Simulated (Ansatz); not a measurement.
**Geometry relaxation of Ta (part 1 of 3)**

The run: geometry relaxation of Ta (slab, 16 atoms in the cell). Method and program: DFT PBE+D3(BJ), scalar-relativistic, plane waves, PAW, no spin polarisation (Ansatz 0.2.0).

The structure derives from an entry of the Crystallography Open Database. The input holds or restrains some coordinates. Forces given for the steps count only the free coordinates. It belongs to a series of runs on one base structure; here: clean slab, lower planes held. Figures and captions count atoms from 1; the log counts them from 0 in places.

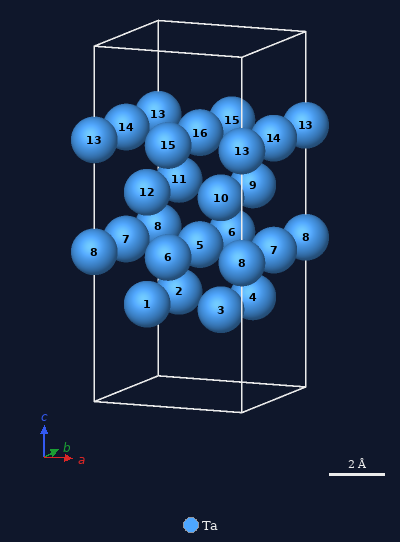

*The input geometry (spheres-only view of the cell of the calculation, with the vacuum cut short, seen slightly off an axis; atoms are numbered from 1 in the order of the input). An atom can appear more than once, as a periodic image.*

Input file:
```yaml
crystal:
  lattice:
    - [5.9136804077, 0.0, 0.0]
    - [0.0, 5.9136804077, 0.0]
    - [0.0, 0.0, 22.272405277]
  atoms:
    - { symbol: Ta, position: [0.25, 0.25, 0.3591888662] }
    - { symbol: Ta, position: [0.25, 0.75, 0.3591888662] }
    - { symbol: Ta, position: [0.75, 0.25, 0.3591888662] }
    - { symbol: Ta, position: [0.75, 0.75, 0.3591888662] }
    - { symbol: Ta, position: [0.5, 0.5, 0.4530629554] }
    - { symbol: Ta, position: [0.5, 0.0, 0.4530629554] }
    - { symbol: Ta, position: [0.0, 0.5, 0.4530629554] }
    - { symbol: Ta, position: [0.0, 0.0, 0.4530629554] }
    - { symbol: Ta, position: [0.75, 0.75, 0.5469370446] }
    - { symbol: Ta, position: [0.75, 0.25, 0.5469370446] }
    - { symbol: Ta, position: [0.25, 0.75, 0.5469370446] }
    - { symbol: Ta, position: [0.25, 0.25, 0.5469370446] }
    - { symbol: Ta, position: [0.0, 0.0, 0.6408111338] }
    - { symbol: Ta, position: [0.0, 0.5, 0.6408111338] }
    - { symbol: Ta, position: [0.5, 0.0, 0.6408111338] }
    - { symbol: Ta, position: [0.5, 0.5, 0.6408111338] }
basis:
  ecutwfc: 420
kpoints:
  mp_grid: { grid: [3, 3, 1] }
hamiltonian:
  xc: pbe
  dispersion: d3bj
scf:
  occupations: { method: gaussian, width: 0.1 }
output:
  forces: true
  eigenvalues: true
  write_density: true
  write_potential: true
  elf: true
  volumetric_format: npy
relax:
  adjacent_minimum: "off"
  f_tol: 0.03
  max_steps: 70
  constraints: [{ sites: [0, 1, 2, 3, 4, 5, 6, 7] }]
efield:
  axis: 3
  dipole_correction: true
  ramp_width: 0.04
```

Launch command:
```bash
ansatz run input.yaml --threads 4 --pin off --max-ram 12288MiB --backend cpu --events-out ev --progress --plain --runs-dir out
```

Log:
```
Engine: ansatz 0.2.0, x86_64-unknown-linux-gnu
Pseudopotentials: kind: paw
Pseudopotential: Ta, paw, valence charge 13, recommended cutoff 420 eV (normal), Ta.paw.azcp
Functional definition: PBE
  parameter kappa = 0.804
  parameter beta = 0.06672455060314922
  exchange = pbe_x(kappa = kappa, mu = beta*pi^2/3)
  correlation = pbe_c(beta = beta)
Crystal: 16 atoms, lattice volume = 778.902 Å³
Basis set: ecut = 420 eV, 15183 PW (Γ), exchange–correlation on 80×80×300 points (8 copies of the dense FFT grid, shifted against one another)
Bands: 125, of which v1, the nominal top of the filled ones, is band 104 counted from 1 (103 counted from 0)
Symmetry: 32 space group operations
k-points: 3 of 9
Non-local potential: Ta, projectors of the file, l = 0: 3, l = 1: 2, l = 2: 2, l = 3: 1
PAW form: soft (Blöchl's): semilocal exchange-correlation on the pseudo side does not see the compensation charge
PAW one-centre angular grid: Ta, 590 points (default); XC on 64 Gauss nodes
Initial density: superposition of atomic densities (neutral atoms: chi_scale 0, normalization atom), corrected by the library's trained network
Initial wavefunctions: pseudopotential atomic-orbital guess
Functional: x = pbe(κ = 0.804, μ = 0.2195149727645171), c = pbe(β = 0.06672455060314922)
SCF iter   1: F=—  HF=-158909.061922 eV  |F-HF|=—  |Δ(HF+E_count)|=         —  Δρ=5.73e-3  dr2=2.11e0  ethr=1.77e-3  p=0.000 e·Å  D=1.11e-13 V/Å  ΔV_dip=-0.00 eV  dr2_dipole=2.13e-8  V_vac-E_F(+/−)=4.11/4.11 eV  ⟨swp⟩=10.7  Hψ=1784  notcnv=0
efield: sawtooth ramp at fractional position 0.9800 (placed from the atoms, in the widest stretch of the axis that holds none; the zero of the levels goes with the place), width 0.0400; the density the first Hamiltonian is built on has a dipole p = 0.000 e·Å; the dipole correction subtracts the counter field D = 1.11e-13 V/Å, which shifts the + side's vacuum level by -0.00 eV against the − side's; the planar-averaged density in the ramp window peaks in size at 4.2e-5 e/Å³
preconditioner: auto → LDOS  [metal: Δε(μ)=0.038 eV  Ē_g=3.299 eV  σ=0.100 eV  W_gap=0.21  n_scr=122 (ndim 8)  ℏωp=11.9 eV  f_vac=0.527  D(μ)=21.30/eV (n_scr^D=130)  β→1.0]
SCF iter   2: F=—  HF=-158908.993589 eV  |F-HF|=—  |Δ(HF+E_count)|=   6.83e-2  Δρ=1.89e-3  dr2=1.29e-1  ethr=1.01e-3  p=0.000 e·Å  D=2.91e-5 V/Å  ΔV_dip=-0.00 eV  dr2_dipole=1.14e-10  V_vac-E_F(+/−)=4.61/4.61 eV  ⟨swp⟩=2.3  Hψ=489  notcnv=0  defer=14
SCF iter   3: F=—  HF=-158908.992275 eV  |F-HF|=—  |Δ(HF+E_count)|=   1.31e-3  Δρ=5.95e-4  dr2=1.07e-2  ethr=6.20e-5  p=0.000 e·Å  D=1.28e-5 V/Å  ΔV_dip=-0.00 eV  dr2_dipole=7.18e-10  V_vac-E_F(+/−)=4.53/4.53 eV  ⟨swp⟩=2.0  Hψ=477  notcnv=0  defer=14
SCF iter   4: F=—  HF=-158908.992237 eV  |F-HF|=—  |Δ(HF+E_count)|=   3.75e-5  Δρ=1.86e-4  dr2=2.69e-4  ethr=5.15e-6  p=0.000 e·Å  D=2.63e-6 V/Å  ΔV_dip=-0.00 eV  dr2_dipole=9.12e-10  V_vac-E_F(+/−)=4.55/4.55 eV  ⟨swp⟩=2.0  Hψ=496  notcnv=0  defer=7
SCF iter   5: F=—  HF=-158908.992303 eV  |F-HF|=—  |Δ(HF+E_count)|=   6.55e-5  Δρ=6.45e-5  dr2=3.97e-5  ethr=1.29e-7  p=0.000 e·Å  D=3.11e-7 V/Å  ΔV_dip=-0.00 eV  dr2_dipole=6.99e-11  V_vac-E_F(+/−)=4.55/4.55 eV  ⟨swp⟩=3.0  Hψ=683  notcnv=0  defer=7
SCF iter   6: F=-158908.992321 eV  HF=-158908.992318 eV  |F-HF|=3.22e-6  |Δ(HF+E_count)|=   1.50e-5  Δρ=2.08e-5  dr2=2.25e-6  ethr=1.08e-8  p=-0.000 e·Å  D=-8.53e-8 V/Å  ΔV_dip=0.00 eV  dr2_dipole=3.40e-11  V_vac-E_F(+/−)=4.55/4.55 eV  ⟨swp⟩=26.7  Hψ=4359  notcnv=0
SCF 1 converged in 6 iterations: F = -158908.992321 eV  dr2 = 2.25e-6
  greatest PAW one-centre occupation: 0.999 electrons in one spin orbital (limit 2), on the Ta atom at site 3 (counted from 0), in its partial waves of l = 0
relax step   1: F+E_penalty+E_count = -158908.99232095 eV  Δ(F+E_penalty+E_count) = +0.000e0 eV  max|allowed force component| = 1.148e0 eV/Å  Δτ_max = 0.0000 Å  (6 SCF iters, dr2 threshold 2.25e-5 eV, accepted)
Initial density: handed on by an earlier stage of this run
Initial wavefunctions: those handed on with the density
iter 1 solved again at ethr=2.85e-3 eV; its pass at ethr=3.10e-3 eV (dr2=5.92e0 eV) is discarded
SCF iter   1: F=—  HF=-158909.140363 eV  |F-HF|=—  |Δ(HF+E_count)|=         —  Δρ=8.89e-3  dr2=5.86e0  ethr=2.85e-3  p=-0.000 e·Å  D=-5.66e-7 V/Å  ΔV_dip=0.00 eV  dr2_dipole=1.04e0  V_vac-E_F(+/−)=4.61/4.61 eV  ⟨swp⟩=1.0  Hψ=1357  notcnv=0  defer=6
efield: sawtooth ramp at fractional position 0.9800 (handed on by an earlier solve), width 0.0400; the density the first Hamiltonian is built on has a dipole p = -0.000 e·Å; the dipole correction subtracts the counter field D = -5.66e-7 V/Å, which shifts the + side's vacuum level by +0.00 eV against the − side's; the planar-averaged density in the ramp window peaks in size at 8.1e-6 e/Å³
preconditioner: auto → LDOS  [insulator: Δε(μ)=0.219 eV  Ē_g=3.327 eV  σ=0.100 eV  W_gap=0.78  n_scr=122 (ndim 8)  ℏωp=11.9 eV  f_vac=0.527  D(μ)=10.86/eV (n_scr^D=58)  ε∞_Penn≈13.8  β→1.0]
SCF iter   2: F=—  HF=-158909.061589 eV  |F-HF|=—  |Δ(HF+E_count)|=   7.88e-2  Δρ=6.59e-3  dr2=2.75e0  ethr=2.82e-3  p=0.116 e·Å  D=2.69e-2 V/Å  ΔV_dip=-0.60 eV  dr2_dipole=6.71e-2  V_vac-E_F(+/−)=4.16/4.76 eV  ⟨swp⟩=3.0  Hψ=535  notcnv=0  defer=6
SCF iter   3: F=—  HF=-158908.880266 eV  |F-HF|=—  |Δ(HF+E_count)|=   1.81e-1  Δρ=1.65e-3  dr2=1.87e-1  ethr=1.32e-3  p=0.001 e·Å  D=2.90e-4 V/Å  ΔV_dip=-0.01 eV  dr2_dipole=8.74e-2  V_vac-E_F(+/−)=4.47/4.48 eV  ⟨swp⟩=3.0  Hψ=564  notcnv=0  defer=15
SCF iter   4: F=—  HF=-158908.865586 eV  |F-HF|=—  |Δ(HF+E_count)|=   1.47e-2  Δρ=7.42e-4  dr2=1.81e-2  ethr=8.98e-5  p=0.050 e·Å  D=1.17e-2 V/Å  ΔV_dip=-0.26 eV  dr2_dipole=6.54e-3  V_vac-E_F(+/−)=4.33/4.59 eV  ⟨swp⟩=2.7  Hψ=504  notcnv=0  defer=16
SCF iter   5: F=—  HF=-158908.864703 eV  |F-HF|=—  |Δ(HF+E_count)|=   8.83e-4  Δρ=2.57e-4  dr2=3.30e-3  ethr=8.70e-6  p=0.036 e·Å  D=8.28e-3 V/Å  ΔV_dip=-0.18 eV  dr2_dipole=9.06e-8  V_vac-E_F(+/−)=4.41/4.59 eV  ⟨swp⟩=3.0  Hψ=559  notcnv=0  defer=16
SCF iter   6: F=—  HF=-158908.864619 eV  |F-HF|=—  |Δ(HF+E_count)|=   8.33e-5  Δρ=9.70e-5  dr2=2.77e-4  ethr=1.59e-6  p=0.033 e·Å  D=7.76e-3 V/Å  ΔV_dip=-0.17 eV  dr2_dipole=1.78e-4  V_vac-E_F(+/−)=4.40/4.57 eV  ⟨swp⟩=2.0  Hψ=477  notcnv=0  defer=16
SCF iter   7: F=-158908.864643 eV  HF=-158908.864645 eV  |F-HF|=2.19e-6  |Δ(HF+E_count)|=   2.56e-5  Δρ=4.43e-5  dr2=2.34e-5  ethr=3.96e-8  p=0.035 e·Å  D=8.08e-3 V/Å  ΔV_dip=-0.18 eV  dr2_dipole=7.28e-6  V_vac-E_F(+/−)=4.40/4.58 eV  ⟨swp⟩=27.3  Hψ=4181  notcnv=0
SCF 2 converged in 7 iterations: F = -158908.864643 eV  dr2 = 2.34e-5
  greatest PAW one-centre occupation: 0.999 electrons in one spin orbital (limit 2), on the Ta atom at site 15 (counted from 0), in its partial waves of l = 0
relax step   2: F+E_penalty+E_count = -158908.86464288 eV  Δ(F+E_penalty+E_count) = +1.277e-1 eV  max|allowed force component| = 1.737e0 eV/Å  Δτ_max = 0.1947 Å  (7 SCF iters, dr2 threshold 8.23e-5 eV, rejected (line search))
iter 1 solved again at ethr=7.36e-4 eV; its pass at ethr=3.10e-3 eV (dr2=1.53e0 eV) is discarded
SCF iter   1: F=—  HF=-158909.350339 eV  |F-HF|=—  |Δ(HF+E_count)|=         —  Δρ=4.98e-3  dr2=1.50e0  ethr=7.36e-4  p=0.035 e·Å  D=8.08e-3 V/Å  ΔV_dip=-0.18 eV  dr2_dipole=1.51e-1  V_vac-E_F(+/−)=4.40/4.58 eV  ⟨swp⟩=1.7  Hψ=1164  notcnv=0  defer=15
efield: sawtooth ramp at fractional position 0.9800 (handed on by an earlier solve), width 0.0400; the density the first Hamiltonian is built on has a dipole p = 0.035 e·Å; the dipole correction subtracts the counter field D = 8.08e-3 V/Å, which shifts the + side's vacuum level by -0.18 eV against the − side's; the planar-averaged density in the ramp window peaks in size at 8.1e-6 e/Å³
preconditioner: auto → LDOS  [insulator: Δε(μ)=0.122 eV  Ē_g=3.314 eV  σ=0.100 eV  W_gap=0.59  n_scr=122 (ndim 8)  ℏωp=11.9 eV  f_vac=0.524  D(μ)=15.75/eV (n_scr^D=92)  ε∞_Penn≈13.9  β→1.0]
SCF iter   2: F=—  HF=-158909.285978 eV  |F-HF|=—  |Δ(HF+E_count)|=   6.44e-2  Δρ=3.01e-3  dr2=5.23e-1  ethr=7.22e-4  p=-0.027 e·Å  D=-6.21e-3 V/Å  ΔV_dip=0.14 eV  dr2_dipole=4.28e-3  V_vac-E_F(+/−)=4.71/4.57 eV  ⟨swp⟩=3.0  Hψ=573  notcnv=0  defer=15
SCF iter   3: F=—  HF=-158909.244982 eV  |F-HF|=—  |Δ(HF+E_count)|=   4.10e-2  Δρ=8.56e-4  dr2=3.25e-2  ethr=2.51e-4  p=0.016 e·Å  D=3.69e-3 V/Å  ΔV_dip=-0.08 eV  dr2_dipole=4.74e-6  V_vac-E_F(+/−)=4.49/4.57 eV  ⟨swp⟩=2.7  Hψ=564  notcnv=0  defer=15
SCF iter   4: F=—  HF=-158909.240506 eV  |F-HF|=—  |Δ(HF+E_count)|=   4.48e-3  Δρ=2.15e-4  dr2=6.98e-4  ethr=1.56e-5  p=0.010 e·Å  D=2.43e-3 V/Å  ΔV_dip=-0.05 eV  dr2_dipole=3.94e-5  V_vac-E_F(+/−)=4.53/4.58 eV  ⟨swp⟩=2.7  Hψ=547  notcnv=0  defer=15
SCF iter   5: F=—  HF=-158909.240568 eV  |F-HF|=—  |Δ(HF+E_count)|=   6.22e-5  Δρ=7.26e-5  dr2=8.95e-5  ethr=3.36e-7  p=0.010 e·Å  D=2.30e-3 V/Å  ΔV_dip=-0.05 eV  dr2_dipole=6.57e-10  V_vac-E_F(+/−)=4.53/4.58 eV  ⟨swp⟩=3.0  Hψ=576  notcnv=0  defer=15
SCF iter   6: F=—  HF=-158909.240202 eV  |F-HF|=—  |Δ(HF+E_count)|=   3.66e-4  Δρ=2.63e-5  dr2=1.41e-5  ethr=4.30e-8  p=0.011 e·Å  D=2.51e-3 V/Å  ΔV_dip=-0.06 eV  dr2_dipole=4.51e-6  V_vac-E_F(+/−)=4.53/4.58 eV  ⟨swp⟩=2.7  Hψ=535  notcnv=0  defer=15
SCF iter   7: F=—  HF=-158909.240205 eV  |F-HF|=—  |Δ(HF+E_count)|=   3.00e-6  Δρ=7.77e-6  dr2=5.33e-7  ethr=6.80e-9  p=0.011 e·Å  D=2.48e-3 V/Å  ΔV_dip=-0.06 eV  dr2_dipole=6.88e-10  V_vac-E_F(+/−)=4.53/4.58 eV  ⟨swp⟩=2.3  Hψ=519  notcnv=0  defer=15
SCF iter   8: F=-158909.240206 eV  HF=-158909.240206 eV  |F-HF|=6.63e-8  |Δ(HF+E_count)|=   4.34e-7  Δρ=2.37e-6  dr2=4.57e-8  ethr=4.81e-11  p=0.011 e·Å  D=2.49e-3 V/Å  ΔV_dip=-0.06 eV  dr2_dipole=2.14e-9  V_vac-E_F(+/−)=4.53/4.58 eV  ⟨swp⟩=23.3  Hψ=3408  notcnv=0
SCF 3 converged in 8 iterations: F = -158909.240206 eV  dr2 = 4.57e-8
relax step   3: F+E_penalty+E_count = -158909.24020557 eV  Δ(F+E_penalty+E_count) = -2.479e-1 eV  max|allowed force component| = 3.144e-1 eV/Å  Δτ_max = 0.0954 Å  (8 SCF iters, accepted)
iter 1 solved again at ethr=5.63e-4 eV; its pass at ethr=3.10e-3 eV (dr2=1.17e0 eV) is discarded
SCF iter   1: F=—  HF=-158909.303933 eV  |F-HF|=—  |Δ(HF+E_count)|=         —  Δρ=3.93e-3  dr2=1.20e0  ethr=5.63e-4  p=0.011 e·Å  D=2.49e-3 V/Å  ΔV_dip=-0.06 eV  dr2_dipole=2.56e-1  V_vac-E_F(+/−)=4.53/4.59 eV  ⟨swp⟩=1.0  Hψ=1085  notcnv=0  defer=18
efield: sawtooth ramp at fractional position 0.9800 (handed on by an earlier solve), width 0.0400; the density the first Hamiltonian is built on has a dipole p = 0.011 e·Å; the dipole correction subtracts the counter field D = 2.49e-3 V/Å, which shifts the + side's vacuum level by -0.06 eV against the − side's; the planar-averaged density in the ramp window peaks in size at 2.7e-6 e/Å³
preconditioner: auto → LDOS  [insulator: Δε(μ)=0.135 eV  Ē_g=3.298 eV  σ=0.100 eV  W_gap=0.53  n_scr=122 (ndim 8)  ℏωp=11.9 eV  f_vac=0.520  D(μ)=10.95/eV (n_scr^D=58)  ε∞_Penn≈14.0  β→1.0]
SCF iter   2: F=—  HF=-158909.278852 eV  |F-HF|=—  |Δ(HF+E_count)|=   2.51e-2  Δρ=1.96e-3  dr2=4.25e-1  ethr=5.63e-4  p=0.006 e·Å  D=1.46e-3 V/Å  ΔV_dip=-0.03 eV  dr2_dipole=1.27e-2  V_vac-E_F(+/−)=4.62/4.66 eV  ⟨swp⟩=2.3  Hψ=470  notcnv=0  defer=18
SCF iter   3: F=—  HF=-158909.262091 eV  |F-HF|=—  |Δ(HF+E_count)|=   1.68e-2  Δρ=5.49e-4  dr2=3.49e-2  ethr=2.04e-4  p=0.013 e·Å  D=3.00e-3 V/Å  ΔV_dip=-0.07 eV  dr2_dipole=4.86e-4  V_vac-E_F(+/−)=4.49/4.55 eV  ⟨swp⟩=2.3  Hψ=457  notcnv=0  defer=18
SCF iter   4: F=—  HF=-158909.260354 eV  |F-HF|=—  |Δ(HF+E_count)|=   1.74e-3  Δρ=1.31e-4  dr2=9.11e-4  ethr=1.68e-5  p=0.014 e·Å  D=3.21e-3 V/Å  ΔV_dip=-0.07 eV  dr2_dipole=3.31e-4  V_vac-E_F(+/−)=4.52/4.59 eV  ⟨swp⟩=2.3  Hψ=497  notcnv=0  defer=18
SCF iter   5: F=—  HF=-158909.259952 eV  |F-HF|=—  |Δ(HF+E_count)|=   4.02e-4  Δρ=4.85e-5  dr2=7.25e-5  ethr=4.38e-7  p=0.012 e·Å  D=2.84e-3 V/Å  ΔV_dip=-0.06 eV  dr2_dipole=2.76e-6  V_vac-E_F(+/−)=4.52/4.59 eV  ⟨swp⟩=3.0  Hψ=527  notcnv=0  defer=18
SCF iter   6: F=—  HF=-158909.259958 eV  |F-HF|=—  |Δ(HF+E_count)|=   6.41e-6  Δρ=1.56e-5  dr2=6.27e-6  ethr=3.49e-8  p=0.012 e·Å  D=2.88e-3 V/Å  ΔV_dip=-0.06 eV  dr2_dipole=1.11e-6  V_vac-E_F(+/−)=4.52/4.59 eV  ⟨swp⟩=2.3  Hψ=499  notcnv=0  defer=18
SCF iter   7: F=-158909.259961 eV  HF=-158909.259961 eV  |F-HF|=1.86e-7  |Δ(HF+E_count)|=   2.46e-6  Δρ=4.70e-6  dr2=3.81e-7  ethr=2.97e-9  p=0.012 e·Å  D=2.85e-3 V/Å  ΔV_dip=-0.06 eV  dr2_dipole=1.71e-8  V_vac-E_F(+/−)=4.52/4.59 eV  ⟨swp⟩=24.3  Hψ=3650  notcnv=0
SCF 4 converged in 7 iterations: F = -158909.259961 eV  dr2 = 3.81e-7
```
